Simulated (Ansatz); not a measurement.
**Mg12O13: molecular dynamics (part 3 of 3)**

The same run, continued: Mg12O13 (slab, 25 atoms in the cell); DFT PBE, scalar-relativistic, plane waves, PAW, PAW set soft_1, spin-polarised (Ansatz 0.2.0); cutoff 420 eV, 2×2×1 k-mesh, Fermi–Dirac smearing of 0.05 eV, collinear spins. The structure derives from an entry of the Crystallography Open Database. The input holds or restrains some coordinates. It belongs to a series of runs on one base structure; here: dynamics from the last frame of the run before.

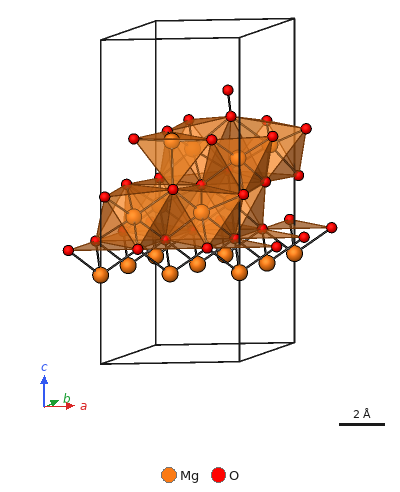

The geometry at step 67 of the log (polyhedral view of the cell of the calculation, with the vacuum cut short, seen slightly off an axis; polyhedra are completed across the faces of the cell).

```
SCF converged after 23 iterations
Magnetization: 3.4380 μB (100.7190 up, 97.2810 down)
Absolute magnetization: 3.5726 μB (∫|ρ↑−ρ↓|, with the PAW one-centre terms)
Spin contamination: 0.0331 ħ² per cell (⟨S²⟩ above its minimum at these occupations)
Per-site moments (μB) at R_I (Å): [(0.0019244345930109358, 0.9168430210716749), (0.019524545402579765, 0.9168430210716749), (0.002834523233987842, 0.9168430210716749), (0.011778125374175837, 0.8898719881218086), (0.0032533491525281776, 0.9168430210716749), (0.024261549882130987, 0.8828623730752857), (0.0035009349900350273, 0.9168430210716749), (0.015167351324440328, 0.8982406464452435), (0.00113050814019705, 0.8277179047797488), (0.05982151633479019, 0.8442193813124099), (-0.00013099270260343, 0.848163710038906), (0.007290007532110841, 0.806592830579938), (-0.00014410568723327238, 0.8419885883231898), (0.07813903123024804, 0.8408065646350612), (1.3810270502428415e-5, 0.806592830579938), (0.05840882144078386, 0.8277179047797488), (0.003349270230016858, 0.7715434521359421), (0.2599051379150962, 0.7729725823240294), (-0.0006964298936041082, 0.8165519157212435), (0.4494143688255287, 0.4960427558334339), (-7.612952806058505e-5, 0.793625076906832), (0.3748486499050097, 0.793625076906832), (-0.0009249547319723946, 0.7729725823240294), (0.3409738581587717, 0.7715434521359421), (0.5637834250377443, 0.4960427558334339)]
Free energy (F): -30475.612542 eV
Harris-Foulkes:  -30475.612542 eV  (|F-HF|=2.52e-8)
Internal energy: -30475.523102 eV  (E = F + TS)
E sigma→0 (E₀):  -30475.567822 eV
Entropy (-TS):   -0.089440 eV (-3.578 meV/atom)
Fermi energy:    0.530924 eV
--- Per-component energies (eV) ---
  E_band       = -5284.662975
  E_kinetic    = 3035.058081
  E_local      = -113540.331561  (includes V_loc(G=0)·N_el)
  E_nonlocal   = 3019.875116
  E_hartree    = 52441.890046
  E_xc         = -1253.316287
  E_vxc        = -1603.210412  (∫ρ·V_xc dr)
  E_paw        = -5723.155730  (= ΣΔE_a)
  E_vpaw       = -1079.867770  (= ΣTr[D̂ρ^β])
  E_aug_tail   = 0.007865  (compensation charges beyond the density's cutoff)
  E_ewald      = 31544.449368
  E_smearing   = -0.089440  (= −TS)
  E_closure    = 0.000000  (closes the sum)
  Σ components = -30475.612542   (vs F -30475.612542, Δ=0.00e0)
--- Forces (eV/Å), atoms counted from 1 ---
  atom   1  Mg    -0.12120585    -0.08516911     1.73802714
  atom   2  O      0.16660552     0.15249747    -1.61724066
  atom   3  Mg     0.07631960     0.14987977     1.59595375
  atom   4  O      0.07071056     0.07776848    -1.18072035
  atom   5  Mg     0.12421974     0.01904077     1.63118550
  atom   6  O      0.10241951    -0.02972153    -1.81055284
  atom   7  Mg    -0.03883793     0.02762338     1.64213581
  atom   8  O      0.07799306     0.23668891    -1.47326937
  atom   9  Mg     0.52002811    -0.11414268     0.00886966
  atom  10  O     -0.58341946     0.00587260    -0.04747029
  atom  11  Mg    -0.24069703    -0.83173970    -0.02001853
  atom  12  O     -0.59987542    -0.56615317    -0.09088886
  atom  13  Mg    -0.30702041    -0.00989127    -0.62788651
  atom  14  O      0.43185718    -0.51312240    -0.12693799
  atom  15  Mg     0.88718951     0.40135029     0.04838554
  atom  16  O     -0.37763663     0.47998674     0.02478776
  atom  17  Mg     0.01745254    -0.57898749     0.00703582
  atom  18  O     -0.33452404     0.93538824     0.14868419
  atom  19  Mg    -0.06117596     0.11706889     0.68843135
  atom  20  O      0.69963793    -0.07419766    -1.64931289
  atom  21  Mg    -0.26622241     0.08512783     0.12597879
  atom  22  O      0.37593356    -0.16699613    -0.19477471
  atom  23  Mg     0.25190697    -0.30257974    -0.64436690
  atom  24  O     -0.32903679     0.82362740     0.02342132
  atom  25  O     -0.54263065    -0.23920989     1.80059879
  max |Σ_I F_I| component: 5.55e-5 eV/Å
--- MD trajectory: 100 steps, t = 0.0 → 100.0 fs ---
  final state: T = 391.4 K   F+E_penalty+E_count = -30475.61254168 eV   E_kin = 0.860143 eV
  conserved energy: peak-to-peak 1.645e-3 eV (6.580e-5 eV/atom) over 100.0 fs
```

### Trajectory as extended XYZ (Å, eV, eV/Å), 4 of the 101 frames kept, from step=0 to step=100
```
25
Lattice="6.2866 0.0000 0.0000 3.1433 5.4444 0.0000 0.0000 0.0000 17.4162" Properties=species:S:1:pos:R:3:forces:R:3 step=0 time_fs=0.0 energy=-30475.86185 temperature=450.0
Mg    0.0000    0.0000    1.0000    0.0531  -0.0058   2.0149
O     4.7150    4.5370    2.2832    0.1364  -0.3452  -2.0121
Mg    1.5717    2.7222    1.0000    0.0224  -0.0336   1.7094
O     3.1433    1.8148    2.2832    0.1711  -0.0921  -0.9794
Mg    3.1433    0.0000    1.0000   -0.0603   0.0212   1.6498
O     7.8583    4.5370    2.2832   -0.1296   0.0282  -2.1532
Mg    4.7150    2.7222    1.0000   -0.0125  -0.0189   1.4775
O     6.2866    1.8148    2.2832   -0.1848   0.1526  -1.9638
Mg    6.2407    3.5892    3.5002    0.4647  -0.1330   0.3545
O     7.7889    2.7972    4.6292    0.2582  -0.2706   0.0224
Mg    4.6456    0.8980    3.6120    0.6842  -0.5365   0.2929
O     6.3798   -0.0121    4.5636   -0.7596  -0.3688   0.1299
Mg    3.2346    3.4768    3.6563   -0.5541   1.0020   0.0106
O     4.7899    2.7155    4.7101    0.1777  -0.2902   0.0385
Mg    1.6453    0.9570    3.7648   -0.2229  -0.3179  -0.2538
O     3.1613   -0.2278    4.6490    0.0249   0.8686   0.2718
Mg    3.2053    1.6965    6.7505    0.0493  -0.0750   0.0975
O     4.8046    0.6772    6.9032   -0.6515   0.1386   0.3510
Mg    4.7191    4.5065    5.9961   -0.7758   0.2514  -0.2038
O     6.4644    3.3291    7.3945   -0.4258   0.4073  -0.6009
Mg    6.1850    1.6633    6.0578    0.7280  -0.4897  -0.7797
O     1.5188    0.8503    6.8069    0.0548  -0.2829   0.1591
Mg    8.0006    4.4753    5.8931    0.0269   0.0997  -0.3133
O     3.1373    3.5851    6.8755    0.7768   0.2690  -0.0226
O     6.8547    3.3256    8.5683    0.1482   0.0215   0.7024
25
Lattice="6.2866 0.0000 0.0000 3.1433 5.4444 0.0000 0.0000 0.0000 17.4162" Properties=species:S:1:pos:R:3:forces:R:3 step=33 time_fs=33.0 energy=-30475.66450 temperature=364.5
Mg    0.0000    0.0000    1.0000    0.0061   0.1270   1.7648
O     4.7150    4.5370    2.2832    0.0710  -0.1248  -1.4428
Mg    1.5717    2.7222    1.0000   -0.0851  -0.0448   1.7684
O     3.1433    1.8148    2.2832    0.0729   0.1286  -1.2234
Mg    3.1433    0.0000    1.0000    0.0072   0.0587   1.7173
O     7.8583    4.5370    2.2832   -0.0428   0.1503  -1.6177
Mg    4.7150    2.7222    1.0000    0.1044  -0.1128   1.6382
O     6.2866    1.8148    2.2832   -0.0463  -0.0162  -1.6492
Mg    6.2444    3.7252    3.6356    0.4173  -0.0863  -0.3926
O     7.7836    2.8559    4.6391   -0.1430  -0.0338  -0.0029
Mg    4.7588    0.8758    3.7316   -0.9449   0.5845  -0.9056
O     6.2598   -0.0332    4.6153    1.0969   0.0909  -0.3604
Mg    3.2365    3.6152    3.5413   -0.3823  -0.3672   0.2867
O     4.8530    2.7386    4.7124   -0.0512   0.0988  -0.3216
Mg    1.6177    1.0076    3.7638    0.2877   0.1378  -1.0388
O     3.0820    0.0514    4.7553    0.4842  -0.6167  -0.1227
Mg    3.3508    1.6172    6.7963   -0.5288  -0.1533  -0.0637
O     5.0013    0.7266    6.9570    0.1420  -0.0872  -0.2985
Mg    4.6058    4.6441    6.0362    0.9763  -0.3084  -0.2164
O     6.4154    3.5801    7.4108    0.2939   0.0530   2.4978
Mg    6.3728    1.7261    5.8375   -0.5833   0.3935   1.2196
O     1.5378    0.9249    6.8519    0.3690   0.1543   0.2214
Mg    8.1823    4.5004    5.9151   -0.6507  -0.5990   0.9446
O     3.3550    3.4893    6.8386   -0.5393   0.5373   0.2226
O     6.5587    3.5566    8.6963   -0.3313   0.0358  -2.6253
25
Lattice="6.2866 0.0000 0.0000 3.1433 5.4444 0.0000 0.0000 0.0000 17.4162" Properties=species:S:1:pos:R:3:forces:R:3 step=67 time_fs=67.0 energy=-30475.60160 temperature=351.7
Mg    0.0000    0.0000    1.0000   -0.0199   0.0429   1.5064
O     4.7150    4.5370    2.2832    0.3242   0.2235  -1.9688
Mg    1.5717    2.7222    1.0000   -0.1312   0.1376   1.1580
O     3.1433    1.8148    2.2832    0.0224   0.1154  -1.1771
Mg    3.1433    0.0000    1.0000    0.0315  -0.1026   1.2305
O     7.8583    4.5370    2.2832   -0.0639   0.1701  -1.5306
Mg    4.7150    2.7222    1.0000    0.1470   0.0686   1.5228
O     6.2866    1.8148    2.2832    0.1551   0.0722  -2.0514
Mg    6.3708    3.8078    3.6283   -0.4775  -0.3742   0.0817
O     7.8036    2.8578    4.6755    0.2583   0.0483   0.0056
Mg    4.6831    1.0004    3.6218    0.6783  -0.0312   0.7547
O     6.4715    0.0085    4.5457   -0.3920   0.2998   0.2243
Mg    3.1104    3.6912    3.5649    0.7477  -0.0846   0.5911
O     4.9054    2.7959    4.5999   -0.2045   0.1702   0.4622
Mg    1.6273    1.0753    3.4573   -0.5423  -0.5935   1.3615
O     3.2771    0.0518    4.8258   -0.2878  -0.1954  -0.3042
Mg    3.4073    1.5913    6.7988    0.1019   0.9118  -0.1962
O     5.1233    0.7862    6.9420   -0.3881  -0.3299   0.0444
Mg    4.7276    4.7154    5.9506   -0.1764   0.1776  -0.1484
O     6.3670    3.9051    7.5198    0.1863  -0.0489  -1.0459
Mg    6.4322    1.8120    5.9340    0.0893  -0.6059  -0.4109
O     1.6222    1.0031    7.0148   -0.3139  -0.2774  -0.4084
Mg    8.1888    4.4067    6.1217    0.1211   0.8089  -0.4651
O     3.4468    3.5765    6.9474    0.2181  -0.4723  -0.2529
O     6.2148    3.7917    8.7279   -0.0838  -0.1311   1.0167
25
Lattice="6.2866 0.0000 0.0000 3.1433 5.4444 0.0000 0.0000 0.0000 17.4162" Properties=species:S:1:pos:R:3:forces:R:3 step=100 time_fs=100.0 energy=-30475.61254 temperature=391.4
Mg    0.0000    0.0000    1.0000   -0.1212  -0.0852   1.7380
O     4.7150    4.5370    2.2832    0.1666   0.1525  -1.6172
Mg    1.5717    2.7222    1.0000    0.0763   0.1499   1.5960
O     3.1433    1.8148    2.2832    0.0707   0.0778  -1.1807
Mg    3.1433    0.0000    1.0000    0.1242   0.0190   1.6312
O     7.8583    4.5370    2.2832    0.1024  -0.0297  -1.8106
Mg    4.7150    2.7222    1.0000   -0.0388   0.0276   1.6421
O     6.2866    1.8148    2.2832    0.0780   0.2367  -1.4733
Mg    6.3607    3.7509    3.5948    0.5200  -0.1141   0.0089
O     7.9279    2.8557    4.7522   -0.5834   0.0059  -0.0475
Mg    4.7634    1.1129    3.7212   -0.2407  -0.8317  -0.0200
O     6.4829    0.1560    4.6215   -0.5999  -0.5662  -0.0909
Mg    3.2241    3.6983    3.7656   -0.3070  -0.0099  -0.6279
O     4.8632    2.9187    4.6993    0.4319  -0.5131  -0.1269
Mg    1.5856    0.9901    3.5272    0.8872   0.4014   0.0484
O     3.3132   -0.0295    4.7122   -0.3776   0.4800   0.0248
Mg    3.4247    1.7856    6.7353    0.0175  -0.5790   0.0070
O     5.0424    0.7682    6.9630   -0.3345   0.9354   0.1487
Mg    4.8407    4.7638    5.8527   -0.0612   0.1171   0.6884
O     6.3475    4.1375    7.6129    0.6996  -0.0742  -1.6493
Mg    6.4655    1.7237    5.9729   -0.2662   0.0851   0.1260
O     1.6669    1.0284    6.9749    0.3759  -0.1670  -0.1948
Mg    8.2068    4.5009    6.2006    0.2519  -0.3026  -0.6444
O     3.5749    3.6441    6.8834   -0.3290   0.8236   0.0234
O     5.9088    4.0074    8.7249   -0.5426  -0.2392   1.8006
```

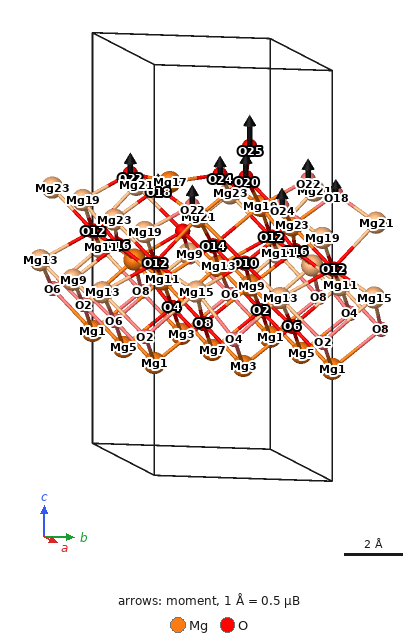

Magnetic moments of the sites as black arrows (ball-and-stick view of the cell of the calculation, with the vacuum cut short, seen slightly off an axis; neighbours outside the cell are drawn fainter; atoms are numbered from 1 in the order of the input); small moments hardly show. The run is collinear, so the axis drawn is arbitrary. Site moments: O25 (0.56 μB); O20 (0.45 μB); O22 (0.37 μB); O24 (0.34 μB); O18 (0.26 μB); O14 (0.08 μB); O10, O16 (0.06 μB). They are counted near the atoms and needn't add up to the moment of the cell.

### Key numbers

| quantity | value |
| --- | --- |
| outcome | finished |
| mean temperature over the second half | 342 K |
| trajectory | 100 steps, 100 fs |
| ensemble | nvt_nose_hoover |
| temperature in the input | 450.0 K |
| time step | 1 fs |
| electrons treated | 198 |
| potential energy (free energy of the electrons) (last step) | −30475.6125 eV |
| Fermi energy (last step) | 0.531 eV |
| net moment of the cell (last step) | 3.44 μB |
| integrated absolute moment (last step) | 3.57 μB |
| largest force (length of the vector) (last step), held atoms and coordinates included | 1.896 eV/Å |
| hardware | 4 threads of Arm Neoverse V1, 24 GiB of memory available, shared host |
| wall time | 35 min (CPU time 2.3 h) |
| peak memory | 1.8 GiB |

### Remarks

The input asks for low accuracy. The k-point mesh is coarse for a cell of this size, so the results may not be converged. So short a trajectory is not equilibrated.
